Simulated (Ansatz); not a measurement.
Geometry relaxation of Si8NO15 (charge −1) (part 3 of 3)

The same run, continued: Si8NO15 (defect cell, 24 atoms in the cell, total charge −1); DFT, PBE, plane-wave PAW, default files, scalar-relativistic, no spin polarisation (Ansatz 0.2.0); cutoff 420 eV, 4×2×3 k-mesh, Fermi–Dirac smearing of 0.01 eV. The structure derives from an entry of the Crystallography Open Database. It belongs to a series of runs on one base structure; here: N on a O site, charge -1, ions relaxed.

Geometry of the input (Å; fractional positions):
```
-5.1085  3.9790  2.4783
10.2170  -7.9579  4.9565
5.1085  3.9790  -2.4783
Si 0.8566  0.3009  0.4584
Si 0.8566  0.8009  0.4584
Si 0.1434  0.1991  0.5416
Si 0.1434  0.6991  0.5416
Si 0.8566  0.4491  0.7548
Si 0.8566  0.9491  0.7548
Si 0.1434  0.0509  0.2452
Si 0.1434  0.5509  0.2452
O  0.8754  0.3821  0.2699
O  0.8754  0.8821  0.2699
O  0.4942  0.3027  0.7301
O  0.4942  0.8027  0.7301
O  0.8754  0.0527  0.6113
O  0.8754  0.5527  0.6113
O  0.4942  0.1321  0.3887
O  0.4942  0.6321  0.3887
N  0.9661  0.3958  0.6745
O  0.9661  0.8958  0.6745
O  0.1170  0.1458  0.3255
O  0.1170  0.6458  0.3255
O  0.0943  0.2972  0.5000
O  0.0943  0.7972  0.5000
O  0.0943  0.0472  0.0000
O  0.0943  0.5472  -0.0000
```

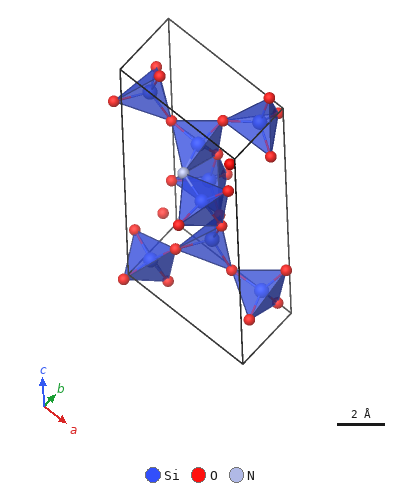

Fig. 1: The geometry at step 4 of the log (polyhedral view of the reduced cell, seen slightly off an axis; polyhedra are completed across the faces of the cell).

### File populations.tsv
```
# site	symbol	l	j	q
# orbitals = lowdin
# n_electrons = 128.000000
# spilling = 0.014248
0	Si	0_3S	-	0.739552
0	Si	1_3P	-	1.636555
1	Si	0_3S	-	0.697955
1	Si	1_3P	-	1.519474
2	Si	0_3S	-	0.699371
2	Si	1_3P	-	1.528445
3	Si	0_3S	-	0.699197
3	Si	1_3P	-	1.524602
4	Si	0_3S	-	0.738874
4	Si	1_3P	-	1.636837
5	Si	0_3S	-	0.698282
5	Si	1_3P	-	1.519525
6	Si	0_3S	-	0.699528
6	Si	1_3P	-	1.525913
7	Si	0_3S	-	0.699061
7	Si	1_3P	-	1.526505
8	O	0_2S	-	1.632760
8	O	1_2P	-	5.172345
9	O	0_2S	-	1.620089
9	O	1_2P	-	5.181434
10	O	0_2S	-	1.627698
10	O	1_2P	-	5.177794
11	O	0_2S	-	1.619129
11	O	1_2P	-	5.179919
12	O	0_2S	-	1.620339
12	O	1_2P	-	5.181639
13	O	0_2S	-	1.633371
13	O	1_2P	-	5.169962
14	O	0_2S	-	1.629277
14	O	1_2P	-	5.176719
15	O	0_2S	-	1.618234
15	O	1_2P	-	5.179622
16	N	0_2S	-	1.434756
16	N	1_2P	-	4.630550
17	O	0_2S	-	1.621591
17	O	1_2P	-	5.180427
18	O	0_2S	-	1.621167
18	O	1_2P	-	5.181632
19	O	0_2S	-	1.620376
19	O	1_2P	-	5.184782
20	O	0_2S	-	1.600243
20	O	1_2P	-	5.197642
21	O	0_2S	-	1.597710
21	O	1_2P	-	5.199667
22	O	0_2S	-	1.595615
22	O	1_2P	-	5.198616
23	O	0_2S	-	1.602369
23	O	1_2P	-	5.199055
```

### Trajectory as extended XYZ (Å, eV, eV/Å), 7 frames, from step=1 to step=7
```
24
Lattice="-5.1085 3.9790 2.4783 10.2170 -7.9579 4.9565 5.1085 3.9790 -2.4783" Properties=species:S:1:pos:R:3:forces:R:3 step=1 energy=-14003.67048
Si    1.0404    2.8378    2.4783    2.6910   1.0439   0.6523
Si    6.1489   -1.1412    4.9565   -0.3553  -0.0143  -0.4123
Si    4.0681    1.1412    0.0000    0.9826  -0.0255   1.1661
Si    9.1766   -2.8378    2.4783   -0.1832   0.3966  -1.3677
Si    4.0681    2.8378    2.4783   -2.6569   1.1440   0.1837
Si    9.1766   -1.1412    4.9565    0.3162  -0.1071   0.0399
Si    1.0404    1.1412    0.0000    0.0681   0.7404   0.8505
Si    6.1489   -2.8378    2.4783   -0.8658  -0.3742  -1.0656
O     0.8105    1.5167    3.3941   -1.0656  -1.2191   0.7594
O     5.9190   -2.4623    5.8723   -0.1487  -0.1314  -0.1731
O     4.2980    2.4623    0.9158    0.9722  -0.6778  -1.3694
O     9.4065   -1.5167    3.3941    0.2558   0.1914   0.4086
O    -0.8105    5.4956    0.9158    0.0017   0.0756  -0.4940
O     4.2980    1.5167    3.3941    1.2159  -1.4370   1.0883
O     0.8105    2.4623    0.9158   -1.1490  -0.8380  -1.5589
O     5.9190   -1.5167    3.3941   -0.0825   0.3532   0.6024
N     2.5543    3.3784    2.6843   -0.0001   0.7906   0.4007
O     7.6627   -0.6006    5.1625   -0.0007   0.4513   0.1841
O     2.5543    0.6006    0.2060   -0.3998  -0.5537  -0.1668
O     7.6627   -3.3784    2.6843    0.3993  -0.4825   0.4833
O     5.1085    0.0000    0.4674   -1.6487   0.5087  -0.2215
O    10.2170   -3.9790    2.9457    0.1671  -0.1752   0.1119
O     0.0000    0.0000    0.4674   -0.1779  -0.2347  -0.2543
O     5.1085   -3.9790    2.9457    1.6645   0.5755   0.1521
24
Lattice="-5.1085 3.9790 2.4783 10.2170 -7.9579 4.9565 5.1085 3.9790 -2.4783" Properties=species:S:1:pos:R:3:forces:R:3 step=2 energy=-14004.00374
Si    1.0481    2.8552    2.4882    1.9138   0.7066   0.3793
Si    6.1488   -1.1508    4.9510   -0.2224  -0.0533  -0.2978
Si    4.0583    1.1386    0.0128    0.6063   0.0798   0.7633
Si    9.1952   -2.8356    2.4596   -0.2116   0.3224  -0.8628
Si    4.0584    2.8574    2.4808   -1.8742   0.7622   0.0602
Si    9.1787   -1.1528    4.9584    0.1817  -0.1026   0.0311
Si    1.0207    1.1488    0.0108    0.0917   0.5112   0.5784
Si    6.1599   -2.8457    2.4614   -0.4899  -0.1164  -0.6952
O     0.7904    1.5120    3.3888   -0.7713  -0.7719   0.3649
O     5.9056   -2.4662    5.8756   -0.1152  -0.0788  -0.1244
O     4.3118    2.4629    0.9111    0.6602  -0.3786  -0.7810
O     9.4242   -1.5227    3.3967    0.1831   0.0788   0.2835
O    -0.8148    5.4853    0.9211   -0.0198   0.0398  -0.3571
O     4.3359    1.5185    3.3870    0.9146  -0.8821   0.5865
O     0.7729    2.4670    0.9170   -0.8267  -0.5111  -0.8845
O     5.9250   -1.5269    3.3907   -0.0234   0.2228   0.4057
N     2.5534    3.4158    2.7042    0.0050   0.5739   0.3123
O     7.6635   -0.6057    5.1617   -0.0016   0.3289   0.1446
O     2.5349    0.6017    0.2139   -0.1906  -0.3670  -0.1013
O     7.6821   -3.3861    2.6661    0.1906  -0.2977   0.3415
O     5.0827   -0.0027    0.4787   -1.1124   0.0659  -0.1745
O    10.2255   -3.9828    2.9356    0.1086  -0.1003   0.1023
O    -0.0105   -0.0048    0.4705   -0.0812  -0.1328  -0.1944
O     5.1364   -3.9806    2.9438    1.0845   0.0993   0.1198
24
Lattice="-5.1085 3.9790 2.4783 10.2170 -7.9579 4.9565 5.1085 3.9790 -2.4783" Properties=species:S:1:pos:R:3:forces:R:3 step=3 energy=-14004.35857
Si    1.0766    2.8953    2.5158   -0.2975   0.0146  -0.0528
Si    6.1484   -1.1728    4.9354   -0.0101   0.0359   0.0016
Si    4.0355    1.1328    0.0512    0.2412   0.1354  -0.0890
Si    9.2350   -2.8204    2.4026   -0.0321   0.0010   0.1401
Si    4.0253    2.9038    2.4848    0.3163  -0.0455  -0.0588
Si    9.1840   -1.1806    4.9651   -0.0219   0.1139   0.0098
Si    0.9784    1.1818    0.0476   -0.0127  -0.1056  -0.0993
Si    6.1846   -2.8702    2.4065   -0.2074   0.2071   0.1104
O     0.7263    1.4945    3.3533    0.1168  -0.0139   0.1110
O     5.8726   -2.4657    5.8917    0.0072   0.0542   0.0509
O     4.3521    2.4673    0.9127   -0.1540   0.0093  -0.0545
O     9.4681   -1.5407    3.4049   -0.0512  -0.1277  -0.0139
O    -0.8314    5.4591    0.9361   -0.0259  -0.0033   0.0692
O     4.4517    1.5303    3.3506   -0.1101   0.0082   0.0852
O     0.6683    2.4875    0.9409    0.1345   0.0117   0.0057
O     5.9424   -1.5608    3.3799    0.0837  -0.1090  -0.0714
N     2.5520    3.5187    2.7748    0.0122   0.0392   0.0690
O     7.6655   -0.6098    5.1621    0.0028  -0.0340   0.0064
O     2.4944    0.6145    0.2398    0.0081   0.0989   0.1201
O     7.7226   -3.3985    2.6060    0.0013   0.1262  -0.0601
O     5.0063   -0.0467    0.5064   -0.2091  -0.2094  -0.0844
O    10.2408   -3.9857    2.9063    0.0181  -0.0176  -0.0431
O    -0.0284   -0.0113    0.4762    0.0331  -0.0323  -0.0945
O     5.2158   -4.0224    2.9348    0.1565  -0.1584  -0.0570
24
Lattice="-5.1085 3.9790 2.4783 10.2170 -7.9579 4.9565 5.1085 3.9790 -2.4783" Properties=species:S:1:pos:R:3:forces:R:3 step=4 energy=-14004.37994
Si    1.0768    2.8903    2.5143    0.4759   0.1330   0.0880
Si    6.1478   -1.1595    4.9340    0.0200  -0.0183   0.0556
Si    4.0518    1.1349    0.0408   -0.1882  -0.0176   0.0302
Si    9.2203   -2.8239    2.4146   -0.0627   0.0467  -0.0572
Si    4.0295    2.8949    2.4911   -0.4363   0.1763   0.2087
Si    9.1777   -1.1616    4.9630   -0.0353  -0.0922  -0.0651
Si    0.9974    1.1775    0.0353    0.1010   0.0775  -0.0106
Si    6.1657   -2.8659    2.4146    0.1534  -0.0533  -0.0356
O     0.7340    1.4883    3.3554   -0.0058   0.0211   0.0414
O     5.8898   -2.4554    5.8868   -0.0113  -0.0167  -0.0024
O     4.3363    2.4627    0.9170    0.0207  -0.0027  -0.0840
O     9.4507   -1.5448    3.4084    0.0193   0.0139   0.0311
O    -0.8331    5.4767    0.9340    0.0317   0.0451  -0.0086
O     4.4303    1.5178    3.3580   -0.0290  -0.0180   0.0306
O     0.7106    2.4844    0.9341    0.0200   0.0108  -0.0216
O     5.9355   -1.5622    3.3837   -0.0499   0.0223  -0.0094
N     2.5538    3.5485    2.8157    0.0299  -0.4423  -0.2471
O     7.6620   -0.5868    5.1631   -0.0021  -0.0049  -0.0288
O     2.5081    0.6206    0.2444    0.0443  -0.0053   0.0080
O     7.7089   -3.3825    2.6098   -0.0439   0.0046   0.0389
O     4.9706   -0.0908    0.4750   -0.1365   0.0525   0.0210
O    10.2289   -3.9888    2.9109    0.0091   0.0076  -0.0065
O    -0.0144   -0.0093    0.4520   -0.0168   0.0057   0.0328
O     5.2482   -4.0651    2.9297    0.0924   0.0541  -0.0093
24
Lattice="-5.1085 3.9790 2.4783 10.2170 -7.9579 4.9565 5.1085 3.9790 -2.4783" Properties=species:S:1:pos:R:3:forces:R:3 step=5 energy=-14004.39040
Si    1.0826    2.8898    2.5147   -0.0483   0.0703   0.0445
Si    6.1469   -1.1589    4.9352    0.0002   0.0161   0.0170
Si    4.0450    1.1352    0.0395    0.0474  -0.0053   0.0199
Si    9.2177   -2.8226    2.4166    0.0232  -0.0077  -0.0185
Si    4.0272    2.8927    2.4923    0.0588   0.0606   0.0314
Si    9.1773   -1.1616    4.9604    0.0119  -0.0006   0.0287
Si    0.9997    1.1799    0.0351   -0.0389   0.0075   0.0211
Si    6.1710   -2.8657    2.4176   -0.0299  -0.0248  -0.0214
O     0.7389    1.4900    3.3599   -0.0150   0.0367  -0.0153
O     5.8892   -2.4549    5.8873   -0.0045  -0.0122  -0.0169
O     4.3332    2.4632    0.9137    0.0240   0.0247   0.0146
O     9.4520   -1.5429    3.4074    0.0197   0.0196  -0.0066
O    -0.8342    5.4786    0.9327    0.0085   0.0133   0.0015
O     4.4245    1.5156    3.3608    0.0095   0.0197  -0.0448
O     0.7155    2.4869    0.9329   -0.0008   0.0127   0.0072
O     5.9340   -1.5607    3.3844   -0.0336   0.0197  -0.0001
N     2.5566    3.5254    2.8018   -0.0262  -0.0306  -0.0295
O     7.6616   -0.5875    5.1592    0.0000   0.0081  -0.0137
O     2.5072    0.6185    0.2435   -0.0145  -0.0513   0.0129
O     7.7089   -3.3832    2.6177    0.0157  -0.0268   0.0515
O     4.9723   -0.0850    0.4763    0.0069  -0.0710  -0.0420
O    10.2294   -3.9860    2.9117    0.0124  -0.0106  -0.0032
O    -0.0155   -0.0067    0.4528   -0.0186   0.0020  -0.0051
O     5.2461   -4.0601    2.9316   -0.0079  -0.0707  -0.0333
24
Lattice="-5.1085 3.9790 2.4783 10.2170 -7.9579 4.9565 5.1085 3.9790 -2.4783" Properties=species:S:1:pos:R:3:forces:R:3 step=6 energy=-14004.39424
Si    1.0875    2.8945    2.5136   -0.0297   0.0160   0.0027
Si    6.1406   -1.1619    4.9334    0.0033  -0.0010   0.0081
Si    4.0413    1.1278    0.0373   -0.0067   0.0052   0.0046
Si    9.2241   -2.8159    2.4244   -0.0071  -0.0139  -0.0135
Si    4.0266    2.8928    2.4892    0.0181   0.0187   0.0127
Si    9.1796   -1.1597    4.9601    0.0015  -0.0030  -0.0013
Si    0.9959    1.1807    0.0356   -0.0096  -0.0138  -0.0011
Si    6.1729   -2.8677    2.4225    0.0178   0.0174  -0.0068
O     0.7565    1.4951    3.3637    0.0040  -0.0214  -0.0171
O     5.8833   -2.4567    5.8869   -0.0006  -0.0049   0.0061
O     4.3323    2.4536    0.9137    0.0019  -0.0070  -0.0026
O     9.4764   -1.5332    3.4079    0.0093   0.0065   0.0064
O    -0.8321    5.4817    0.9335    0.0015  -0.0029  -0.0042
O     4.4108    1.5156    3.3627   -0.0066  -0.0178  -0.0011
O     0.7235    2.4905    0.9312    0.0124   0.0050   0.0122
O     5.9056   -1.5643    3.3857   -0.0207  -0.0143  -0.0173
N     2.5593    3.5387    2.7910    0.0135   0.0023  -0.0031
O     7.6586   -0.5960    5.1418   -0.0064  -0.0022  -0.0058
O     2.5019    0.6081    0.2365   -0.0037  -0.0074   0.0095
O     7.7143   -3.3684    2.6517   -0.0007   0.0134   0.0109
O     4.9615   -0.1000    0.4670    0.0016   0.0004   0.0100
O    10.2348   -3.9819    2.9158   -0.0120   0.0170  -0.0088
O    -0.0302    0.0059    0.4613    0.0147   0.0117   0.0094
O     5.2619   -4.0798    2.9190    0.0041  -0.0040  -0.0095
24
Lattice="-5.1085 3.9790 2.4783 10.2170 -7.9579 4.9565 5.1085 3.9790 -2.4783" Properties=species:S:1:pos:R:3:forces:R:3 step=7 energy=-14004.39531
Si    1.0922    2.9000    2.5137    0.0261   0.0008  -0.0206
Si    6.1337   -1.1660    4.9310    0.0035  -0.0048   0.0009
Si    4.0370    1.1227    0.0369   -0.0178   0.0043  -0.0161
Si    9.2277   -2.8108    2.4290   -0.0035   0.0036   0.0051
Si    4.0285    2.8937    2.4875   -0.0168  -0.0024   0.0001
Si    9.1804   -1.1592    4.9605   -0.0084   0.0102  -0.0140
Si    0.9932    1.1803    0.0379   -0.0058   0.0016  -0.0122
Si    6.1760   -2.8672    2.4224    0.0133   0.0193   0.0121
O     0.7730    1.4963    3.3614    0.0070  -0.0295  -0.0043
O     5.8779   -2.4591    5.8883    0.0025   0.0177   0.0037
O     4.3301    2.4471    0.9134   -0.0081  -0.0066  -0.0012
O     9.4939   -1.5271    3.4090    0.0027  -0.0045   0.0127
O    -0.8327    5.4821    0.9343   -0.0065  -0.0066  -0.0030
O     4.4005    1.5142    3.3634   -0.0018  -0.0015   0.0031
O     0.7315    2.4936    0.9314    0.0107  -0.0012  -0.0082
O     5.8836   -1.5681    3.3842   -0.0065  -0.0045   0.0169
N     2.5642    3.5504    2.7852   -0.0184   0.0048   0.0115
O     7.6544   -0.6040    5.1288    0.0075  -0.0148  -0.0068
O     2.4975    0.6004    0.2348    0.0095   0.0079  -0.0009
O     7.7179   -3.3550    2.6738   -0.0084   0.0216  -0.0051
O     4.9553   -0.1079    0.4640    0.0228   0.0126   0.0277
O    10.2361   -3.9794    2.9166    0.0063  -0.0120  -0.0096
O    -0.0400    0.0138    0.4698    0.0001  -0.0104   0.0079
O     5.2751   -4.0910    2.9081   -0.0101  -0.0057   0.0005
```
